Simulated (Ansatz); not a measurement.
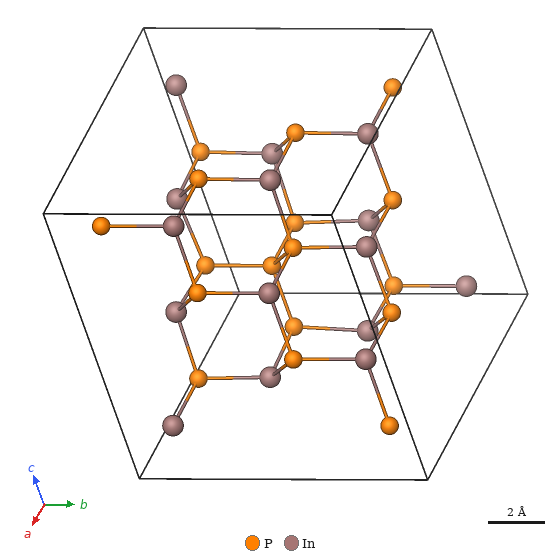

View from a general direction, drawn as a ball-and-stick model. The lines enclose the supercell; boundary atoms appear with their images. The host is InP, in a cell of 32 sites, and the cell carries a charge of +1.

### Where does the cell differ from the host, and how?

Phosphorus on an indium site (an antisite). It is bonded to four P in a tetrahedral arrangement at about 2.4 Å.

All computed values are from DFT PBE, scalar-relativistic, plane waves, PAW (Ansatz 0.2.0). Settings: wavefunction cutoff 420 eV, Brillouin-zone sampling on a 2×2×2 mesh, Gaussian smearing of 0.02 eV, collinear spins.

### Does the defect carry a magnetic moment?

Yes, 0.5 μB in the cell.

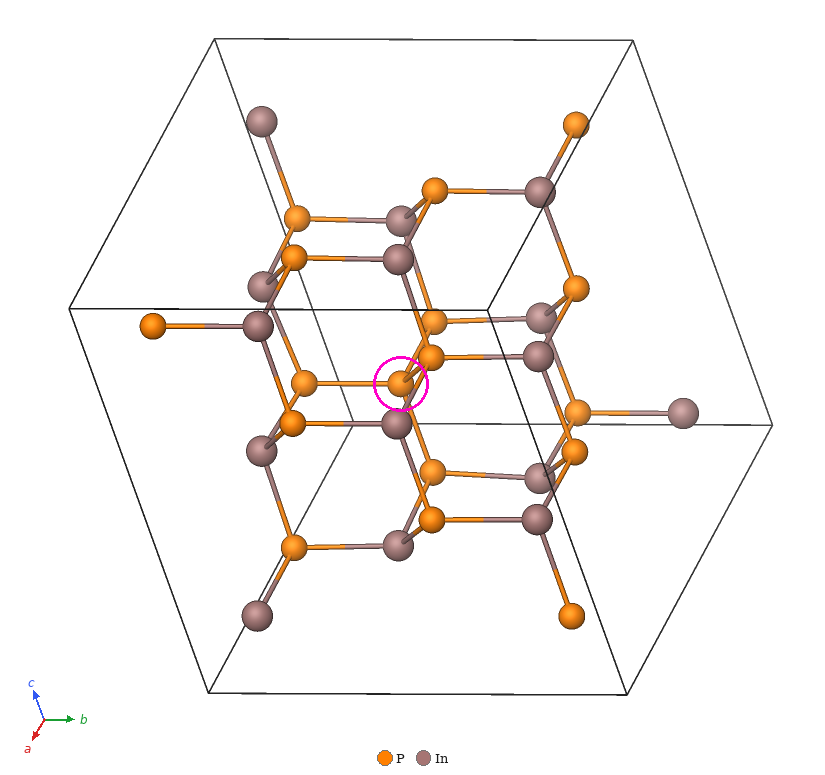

The same cell with a ring at the defect's site.

The atoms were relaxed in the host's cell with DFT PBE, scalar-relativistic, plane waves, PAW (Ansatz 0.2.0).
